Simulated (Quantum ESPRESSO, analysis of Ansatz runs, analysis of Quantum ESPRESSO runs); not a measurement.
**Substitutional N in diamond: charge-transition level against experiment (Quantum ESPRESSO)**

Subject: substitutional N in diamond. Wanted: its charge-transition level, in one set-up (PBE, SSSP 1.3 efficiency PBE, 32-site cell, PBE lattice, k: the single point 1/4 1/4 1/4 then 2x2x2 shifted, started with the impurity moved along one bond, dielectric constants 5.7 and 5.7 (handbook)). The model is a cell of 32 host atoms with 1 C taken out and 1 N put in. The level is the Fermi energy at which two charge states have equal formation energy, after a correction for the images of the charge. Other potentials or another program check that the number doesn't hang on one set of files.

**The experiment.** (+1/0) level below the conduction-band bottom: 1.7 eV (quoted in “Hunting the elusive shallow n-type donor – An ab initio study of Li and N co-doped diamond”, 2021, S. Conejeros et al., quoting earlier work (1969)).

Method: Quantum ESPRESSO plane-wave DFT, PBE, SSSP 1.3 efficiency PBE potentials; relaxation of all atoms of a defect supercell, in Quantum ESPRESSO 7.5.

**1. The starting structure**

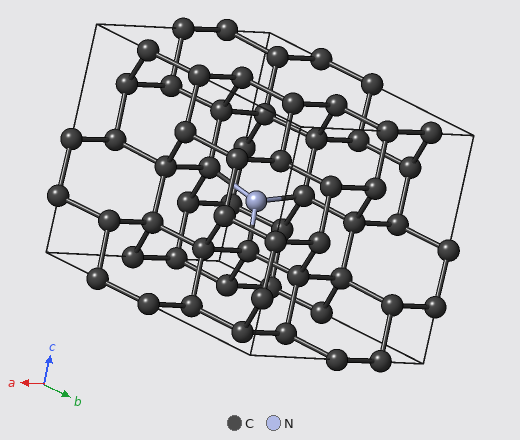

Start, viewed from a free direction; carbon dark grey, nitrogen light blue. Some periodic images of atoms are drawn too.

The cell holds 32 atoms: 31 C and 1 N. Cell: a = 6.187 Å, b = 6.187 Å, c = 6.187 Å, α = 109.5°, β = 109.5°, γ = 109.5°. It derives from C (space group Fd-3m). Nearest the centre at fractional (0.500, 0.500, 0.500): N11 at 0.31 Å, C32 at 1.54 Å, C26 at 1.54 Å, C27 at 1.55 Å, C23 at 1.55 Å, C12 at 2.51 Å, C2 at 2.51 Å, C13 at 2.52 Å. The cell carries charge +1.

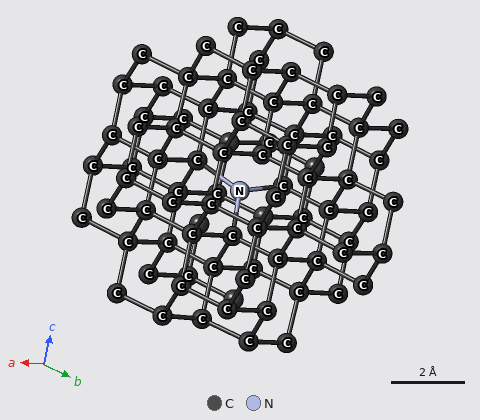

The atoms within 5 Å of the centre.

The host's primitive cell comes from a first run (Quantum ESPRESSO plane-wave DFT, PBE, SSSP 1.3 efficiency PBE potentials; relaxation of cell and atoms of a defect-free cell): vectors of 2.526, 2.526 and 2.526 Å. That is 5.70 Å³ an atom, 0.4 % over the diffraction cell's volume. The supercell is built on it.

**2. Relaxation, charge +1**

Every later number rests on the structure around the defect, so the atoms are relaxed at the host's lattice first.

Contents of pw.in:

```
&CONTROL
  calculation = 'relax'
  prefix = 'pwscf'
  outdir = './tmp'
  pseudo_dir = './pseudo'
  tprnfor = .true.
  disk_io = 'low'
  nstep = 70
  forc_conv_thr = 0.00078
  etot_conv_thr = 0.0001
/
&SYSTEM
  ibrav = 0
  nat = 32
  ntyp = 2
  ecutwfc = 60
  ecutrho = 480
  nbnd = 68
  occupations = 'smearing'
  smearing = 'fd'
  degauss = 0.00073499
  tot_charge = 1
  nosym = .true.
/
&ELECTRONS
  conv_thr = 3d-08
  electron_maxstep = 100
  mixing_beta = 0.5
/
&IONS
  ion_dynamics = 'bfgs'
/
ATOMIC_SPECIES
C     12.0110 C.pbe-n-kjpaw_psl.1.0.0.UPF
N     14.0070 N.pbe-n-radius_5.UPF
CELL_PARAMETERS angstrom
  -3.5720337417    3.5720337417    3.5720337417
   3.5720337417   -3.5720337417    3.5720337417
   3.5720337417    3.5720337417   -3.5720337417
ATOMIC_POSITIONS crystal
C     -0.0013109058    0.0000634496    0.4966101695
C      0.0030125913    0.2492911464    0.2505738907
C      0.0023003601    0.5036316418    0.0007737760
C      0.0005271701    0.7511082924    0.7474418865
C      0.2497360977   -0.0012976525    0.2464470756
C      0.2473154234    0.2487986279   -0.0036675528
C      0.2518483315    0.5039321721    0.7515669993
C      0.2465589479    0.7481486952    0.4966419250
C      0.4960714778   -0.0018907152   -0.0023348732
C      0.4997175171    0.2481811122    0.7521093151
N      0.4487742133    0.4511916115    0.4483772586
C      0.4994024358    0.7482601055    0.2521131969
C      0.7489275543   -0.0021196658    0.7462057013
C      0.7518549269    0.2520703150    0.4986636135
C      0.7518898616    0.4979321808    0.2499162711
C      0.7528645405    0.7524401985   -0.0002507528
C     -0.0010339169   -0.0033254442    0.2468958368
C     -0.0014465451    0.2514867307   -0.0021576326
C      0.0018845944    0.4981321196    0.7510362757
C     -0.0032117760    0.7486968550    0.4966265192
C      0.2512031786    0.0026872016    0.0036670738
C      0.2489817513    0.2498074568    0.7464868233
C      0.2517377938    0.5037712648    0.5028103850
C      0.2489678205    0.7471809617    0.2509579659
C      0.4970350488    0.0007340338    0.7487850507
C      0.5010535012    0.2520473359    0.5038003091
C      0.4999009814    0.5033704626    0.2513064122
C      0.5036440646    0.7531581405    0.0021666243
C      0.7495245448    0.0016970354    0.5030475915
C      0.7515217246    0.2481197143    0.2515253013
C      0.7532043673    0.5031457997    0.0008975103
C      0.7491185677    0.7515945781    0.7477377773
K_POINTS crystal
1
0.25 0.25 0.25 1.0
```

Launch:

```sh
OMP_NUM_THREADS=1 mpirun -n 4 pw.x -in pw.in > pw.out
```

Log:

```text
This program is part of the open-source Quantum ESPRESSO suite
     for quantum simulation of materials; please cite
         "P. Giannozzi et al., J. Phys.:Condens. Matter 21 395502 (2009);
         "P. Giannozzi et al., J. Phys.:Condens. Matter 29 465901 (2017);
         "P. Giannozzi et al., J. Chem. Phys. 152 154105 (2020);
          URL
     in publications or presentations arising from this work. More details at

     file C.pbe-n-kjpaw_psl.1.0.0.UPF: wavefunction(s)  2S 2P renormalized

     Subspace diagonalization in iterative solution of the eigenvalue problem:
     a serial algorithm will be used

     --------------------
     sticks:   dense  smooth     PW     G-vecs:    dense   smooth      PW
     Min        1232     615    172                54669    19352    2824
     Max        1233     616    173                54671    19354    2825
     Sum        4929    2463    689               218679    77413   11297

     Using Slab Decomposition

     bravais-lattice index     =            0
     lattice parameter (alat)  =      11.6916  a.u.
     unit-cell volume          =    1230.2780 (a.u.)^3
     number of atoms/cell      =           32
     number of atomic types    =            2
     number of electrons       =       128.00
     number of Kohn-Sham states=           68
     kinetic-energy cutoff     =      60.0000  Ry
     charge density cutoff     =     480.0000  Ry
     scf convergence threshold =      3.0E-08
     mixing beta               =       0.5000
     number of iterations used =            8  plain     mixing
     energy convergence thresh.=      1.0E-04
     force convergence thresh. =      7.8E-04
     Exchange-correlation= PBE
                           (   1   4   3   4   0   0   0)
     nstep                     =           70

     celldm(1)=  11.691630  celldm(2)=   0.000000  celldm(3)=   0.000000
     celldm(4)=   0.000000  celldm(5)=   0.000000  celldm(6)=   0.000000

     crystal axes: (cart. coord. in units of alat)
               a(1) = (  -0.577350   0.577350   0.577350 )
               a(2) = (   0.577350  -0.577350   0.577350 )
               a(3) = (   0.577350   0.577350  -0.577350 )

     reciprocal axes: (cart. coord. in units 2 pi/alat)
               b(1) = ( -0.000000  0.866025  0.866025 )
               b(2) = (  0.866025 -0.000000  0.866025 )
               b(3) = (  0.866025  0.866025  0.000000 )

     PseudoPot. # 1 for C  read from file:
     C.pbe-n-kjpaw_psl.1.0.0.UPF
     Pseudo is Projector augmented-wave + core cor, Zval =  4.0
     Generated using "atomic" code by A. Dal Corso  v.5.1
     Shape of augmentation charge: PSQ
     Using radial grid of 1073 points,  4 beta functions with:
                l(1) =   0
                l(2) =   0
                l(3) =   1
                l(4) =   1
     Q(r) pseudized with 0 coefficients

     PseudoPot. # 2 for N  read from file:
     N.pbe-n-radius_5.UPF
     Pseudo is Ultrasoft + core correction, Zval =  5.0
     Generated using "atomic" code by A. Dal Corso  v.5.1
     Using radial grid of 1085 points,  4 beta functions with:
                l(1) =   0
                l(2) =   0
                l(3) =   1
                l(4) =   1
     Q(r) pseudized with 0 coefficients

     atomic species   valence    mass     pseudopotential
     C                 4.00    12.01100     C ( 1.00)
     N                 5.00    14.00700     N ( 1.00)

     No symmetry found

   Cartesian axes

     site n.     atom                  positions (alat units)
         1        C      tau(   1) = (   0.2875115   0.2859245  -0.2874382  )
         2        C      tau(   2) = (   0.2868579   0.0024799   0.0009987  )
         3        C      tau(   3) = (   0.2898905  -0.2889970   0.2916532  )
         4        C      tau(   4) = (   0.8648840  -0.0018124   0.0024212  )
         5        C      tau(   5) = (  -0.0026481   0.2872207   0.0011497  )
         6        C      tau(   6) = (  -0.0012611  -0.0029738   0.2885490  )
         7        C      tau(   7) = (   0.5794581   0.2883767   0.0024327  )
         8        C      tau(   8) = (   0.5763293  -0.0028566   0.2875584  )
         9        C      tau(   9) = (  -0.2888466   0.2861506   0.2866634  )
        10        C      tau(  10) = (   0.2890059   0.5794551  -0.0024310  )
        11        N      tau(  11) = (   0.2602664   0.2574750   0.2607248  )
        12        C      tau(  12) = (   0.2892357   0.0018796   0.5747807  )
        13        C      tau(  13) = (  -0.0027953   0.8644394   0.0003477  )
        14        C      tau(  14) = (  -0.0006472   0.5764544   0.2917129  )
        15        C      tau(  15) = (  -0.0023333   0.2909118   0.5772959  )
        16        C      tau(  16) = (  -0.0003898   0.0001002   0.8692329  )
        17        C      tau(  17) = (   0.1412224   0.1438684  -0.1450623  )
[...]
25        C      tau(  25) = (   0.1457717   0.7188508  -0.1449241  )
        26        C      tau(  26) = (   0.1471055   0.4346330   0.1439337  )
        27        C      tau(  27) = (   0.1470949   0.1430887   0.4341472  )
        28        C      tau(  28) = (   0.1453079  -0.1428061   0.7243642  )
        29        C      tau(  29) = (  -0.1413238   0.7221931   0.1432833  )
        30        C      tau(  30) = (  -0.1454211   0.4358575   0.4319251  )
        31        C      tau(  31) = (  -0.1438532   0.1448896   0.7248359  )
        32        C      tau(  32) = (   0.4331361   0.4302771   0.4347305  )

     number of k points=     1  Fermi-Dirac smearing, width (Ry)=  0.0007
                       cart. coord. in units 2pi/alat
        k(    1) = (   0.4330127   0.4330127   0.4330127), wk =   2.0000000

     Dense  grid:   218679 G-vectors     FFT dimensions: (  81,  81,  81)

     Smooth grid:    77413 G-vectors     FFT dimensions: (  60,  60,  60)

     Check: negative core charge=   -0.000003

     Initial potential from superposition of free atoms

     starting charge     128.9987, renormalised to     128.0000
     Starting wfcs are  128 randomized atomic wfcs
     Checking if some PAW data can be deallocated...

     Self-consistent Calculation

     iteration #  1     ecut=    60.00 Ry     beta= 0.50
     Davidson diagonalization with overlap
     ethr =  1.00E-02,  avg # of iterations =  2.0

     total energy              =    -592.29323556 Ry
     estimated scf accuracy    <       1.97297959 Ry

     iteration #  2     ecut=    60.00 Ry     beta= 0.50
     Davidson diagonalization with overlap
     ethr =  1.54E-03,  avg # of iterations =  2.0

     total energy              =    -592.29698627 Ry
[...]
Forces acting on atoms (cartesian axes, Ry/au):

[...]
Total force =     0.011520     Total SCF correction =     0.000041
     Energy error            =      4.2E-04 Ry
     Gradient error          =      3.1E-03 Ry/Bohr

     number of scf cycles    =   5
     number of bfgs steps    =   4

     energy             old  =    -592.4746391059 Ry
     energy             new  =    -592.4750589909 Ry

     CASE: energy            _new < energy            _old

     new trust radius        =       0.0048606692 bohr
     new conv_thr            =       0.0000000012 Ry

ATOMIC_POSITIONS (crystal)
[...]
NEW-OLD atomic charge density approx. for the potential

     Check: negative core charge=   -0.000003

     Self-consistent Calculation

[...]
Threshold (ethr) on eigenvalues was too large:
     Diagonalizing with lowered threshold

[...]
total energy              =    -592.47515368 Ry
[...]
total energy              =    -592.47515403 Ry
[...]
iteration #  4     ecut=    60.00 Ry     beta= 0.50
[...]
total energy              =    -592.47515411 Ry
     estimated scf accuracy    <       0.00000004 Ry

     iteration #  5     ecut=    60.00 Ry     beta= 0.50
     Davidson diagonalization with overlap
     ethr =  3.42E-11,  avg # of iterations =  2.0

     total energy              =    -592.47515411 Ry
     estimated scf accuracy    <          7.5E-09 Ry

     iteration #  6     ecut=    60.00 Ry     beta= 0.50
     Davidson diagonalization with overlap
     ethr =  5.86E-12,  avg # of iterations =  4.0

     End of self-consistent calculation

          k = 0.4330 0.4330 0.4330 (  9700 PWs)   bands (ev):

[...]
17.6129  18.7703  18.7743  18.7750

     the Fermi energy is    12.0866 ev

!    total energy              =    -592.47515411 Ry
     estimated scf accuracy    <          8.7E-10 Ry
     smearing contrib. (-TS)   =       0.00000000 Ry
     internal energy E=F+TS    =    -592.47515411 Ry

     The total energy is F=E-TS. E is the sum of the following terms:
     one-electron contribution =     130.49950781 Ry
     hartree contribution      =      32.92246363 Ry
     xc contribution           =    -149.60805361 Ry
     ewald contribution        =    -415.29226289 Ry
     one-center paw contrib.   =    -190.99680906 Ry

     convergence has been achieved in   6 iterations

     Forces acting on atoms (cartesian axes, Ry/au):

[...]
Total force =     0.003380     Total SCF correction =     0.000046
     Energy error            =      9.5E-05 Ry
     Gradient error          =      1.0E-03 Ry/Bohr

     number of scf cycles    =   6
     number of bfgs steps    =   5

     energy             old  =    -592.4750589909 Ry
     energy             new  =    -592.4751541143 Ry

     CASE: energy            _new < energy            _old

     new trust radius        =       0.0015729697 bohr
     new conv_thr            =       0.0000000003 Ry

ATOMIC_POSITIONS (crystal)
[...]
NEW-OLD atomic charge density approx. for the potential

     Check: negative core charge=   -0.000003

     Self-consistent Calculation

     iteration #  1     ecut=    60.00 Ry     beta= 0.50
     Davidson diagonalization with overlap
     ethr =  1.00E-06,  avg # of iterations =  2.0

     Threshold (ethr) on eigenvalues was too large:
     Diagonalizing with lowered threshold

     Davidson diagonalization with overlap
     ethr =  6.43E-10,  avg # of iterations =  5.0

     total energy              =    -592.47516288 Ry
     estimated scf accuracy    <       0.00000142 Ry

     iteration #  2     ecut=    60.00 Ry     beta= 0.50
     Davidson diagonalization with overlap
     ethr =  1.11E-09,  avg # of iterations =  2.0

     total energy              =    -592.47516302 Ry
     estimated scf accuracy    <       0.00000021 Ry

     iteration #  3     ecut=    60.00 Ry     beta= 0.50
     Davidson diagonalization with overlap
     ethr =  1.63E-10,  avg # of iterations =  2.0

     total energy              =    -592.47516304 Ry
     estimated scf accuracy    <       0.00000003 Ry

     iteration #  4     ecut=    60.00 Ry     beta= 0.50
     Davidson diagonalization with overlap
     ethr =  2.05E-11,  avg # of iterations =  2.0

     total energy              =    -592.47516304 Ry
     estimated scf accuracy    <          1.6E-09 Ry

     iteration #  5     ecut=    60.00 Ry     beta= 0.50
     Davidson diagonalization with overlap
     ethr =  1.25E-12,  avg # of iterations =  4.0

     End of self-consistent calculation

          k = 0.4330 0.4330 0.4330 (  9700 PWs)   bands (ev):

    -8.1789  -6.3284  -6.3282  -6.3279  -4.1558  -2.4048  -2.4039  -2.4038
    -2.0453  -2.0452  -1.9869  -1.9866  -1.9861  -1.9855  -1.9841  -1.9840
     1.5779   2.0571   2.0571   2.0573   2.6091   2.6092   2.6093   2.6302
     2.6303   2.6306   2.6706   2.6708   5.7817   5.7819   5.7823   6.1009
     6.4955   6.4956   6.6290   6.6291   6.6292   6.6297   6.6299   6.6300
     6.7200   6.7201   6.7205   6.8264   8.0534   8.0537   8.0537   8.3844
     8.3846   8.3847   8.5239   8.5242   8.5600   8.5760   8.5770   8.5772
    11.1540  11.1541  11.1545  11.6195  11.6197  11.6430  11.6432  11.6434
    17.6131  18.7727  18.7734  18.7747

     the Fermi energy is    12.0863 ev

!    total energy              =    -592.47516304 Ry
     estimated scf accuracy    <          2.8E-10 Ry
     smearing contrib. (-TS)   =       0.00000000 Ry
     internal energy E=F+TS    =    -592.47516304 Ry

     The total energy is F=E-TS. E is the sum of the following terms:
     one-electron contribution =     130.49966454 Ry
     hartree contribution      =      32.92241538 Ry
     xc contribution           =    -149.60804631 Ry
     ewald contribution        =    -415.29238850 Ry
     one-center paw contrib.   =    -190.99680816 Ry

     convergence has been achieved in   5 iterations

     Forces acting on atoms (cartesian axes, Ry/au):

[...]
atom   25 type  1   force =    -0.00005358    0.00003596    0.00029643
     atom   26 type  1   force =    -0.00008667   -0.00010053   -0.00021029
     atom   27 type  1   force =    -0.00006945   -0.00010433    0.00000187
     atom   28 type  1   force =    -0.00005272    0.00008174    0.00004111
     atom   29 type  1   force =     0.00016044    0.00003000   -0.00003682
     atom   30 type  1   force =    -0.00022893   -0.00017574   -0.00018751
     atom   31 type  1   force =     0.00019105   -0.00009653    0.00001617
     atom   32 type  1   force =     0.00016272    0.00017220    0.00016094

     Total force =     0.001503     Total SCF correction =     0.000017
     Energy error            =      8.9E-06 Ry
     Gradient error          =      3.8E-04 Ry/Bohr

     bfgs converged in   7 scf cycles and   6 bfgs steps
     (criteria: energy <  1.0E-04 Ry, force <  7.8E-04 Ry/Bohr)

     End of BFGS Geometry Optimization

     Final energy             =    -592.4751630448 Ry

     File ./tmp/pwscf.bfgs deleted, as requested
Begin final coordinates

ATOMIC_POSITIONS (crystal)
[...]
C                0.4984402392       -0.0012278120        0.7478386073
C                0.4985281161        0.2469970169        0.4980502201
C                0.4984914387        0.4988151312        0.2461858483
C                0.4984892569        0.7486271502       -0.0019829842
C                0.7483015679       -0.0012063297        0.4980137607
C                0.7487094916        0.2490689954        0.2482848330
C                0.7483051134        0.4987870751       -0.0020075868
C                0.7502417769        0.7505805969        0.7497847803
End final coordinates

=------------------------------------------------------------------------------=
   JOB DONE.
=------------------------------------------------------------------------------=
```

It took 52 s on 4 MPI ranks of Arm Neoverse V2, shared host; peak memory 0.55 GiB; 3.5 min of CPU time.

Step by step:

```
step  energy less that of the first step (eV)
   0                                   0.0000
   1                                  -1.5288
   2                                  -1.8411
   3                                  -1.8922
   4                                  -1.8979
   5                                  -1.8992
   6                                  -1.8993
```

The atoms that moved most (Å):

```
atom      dx      dy      dz  length
 N11   0.170   0.185   0.170   0.303
 C26  -0.030  -0.012  -0.007   0.032
 C16  -0.006  -0.011  -0.029   0.032
 C27  -0.030  -0.007  -0.003   0.031
 C23  -0.017  -0.018  -0.019   0.030
 C21  -0.023  -0.017  -0.004   0.029
 C28  -0.013  -0.017  -0.020   0.029
 C10  -0.002  -0.023   0.015   0.028
```

The relaxed structure:

```
CELL_PARAMETERS angstrom
-3.57203 3.57203 3.57203
3.57203 -3.57203 3.57203
3.57203 3.57203 -3.57203
ATOMIC_POSITIONS crystal
C 0.99850 0.99883 0.49798
C 0.99908 0.24822 0.24743
C 0.99852 0.49879 0.99805
C 0.99781 0.74758 0.74678
C 0.24792 0.99940 0.24745
C 0.24787 0.24821 0.99860
C 0.24971 0.49886 0.74865
C 0.24967 0.74943 0.49805
C 0.49846 0.99883 0.99806
C 0.49851 0.25001 0.74864
N 0.49847 0.49880 0.49801
C 0.49854 0.74944 0.24924
C 0.74722 0.99815 0.74678
C 0.74914 0.25004 0.49809
C 0.74910 0.49883 0.24921
C 0.74726 0.74757 0.99736
C 0.99851 0.99882 0.24779
C 0.99847 0.24857 0.99802
C 0.99849 0.49884 0.74786
C 0.99844 0.74863 0.49799
C 0.24824 0.99881 0.99802
C 0.24872 0.24906 0.74822
C 0.24667 0.49884 0.49805
C 0.24875 0.74903 0.24829
C 0.49844 0.99877 0.74784
C 0.49853 0.24700 0.49805
C 0.49849 0.49882 0.24619
C 0.49849 0.74863 0.99802
C 0.74830 0.99879 0.49801
C 0.74871 0.24907 0.24828
C 0.74831 0.49879 0.99799
C 0.75024 0.75058 0.74978
```

Neighbours of N11 at the end:

```
atom  distance (Å)
 C32         1.558
 C23         1.558
 C27         1.558
 C26         1.558
  C4         2.522
 C13         2.522
 C16         2.523
  C2         2.523
 C12         2.523
  C5         2.523
  C7         2.523
  C6         2.523
 C10         2.523
 C15         2.523
  C8         2.523
 C14         2.523
```

From the first step to the last the energy fell by 1.899 eV, and the largest move was 0.30 Å (N11). Judged within 0.08 Å, the space group went from R3m to I-43m.

[end of part 1 of 4]

[Logs are printed without paths, hosts, clocks, repeated set-up lines and the standing remarks that a program may print on its own settings, such as how far it seeks lower states.]

[Hosts, paths, dates, database ids (printed as entryN), source tags and the programs' standing remarks are cut or masked in the printed files.]

[For some hosts the program warned that the k-mesh of the response run may be too coarse for force constants and the static dielectric constant; such warnings are not shown here.]
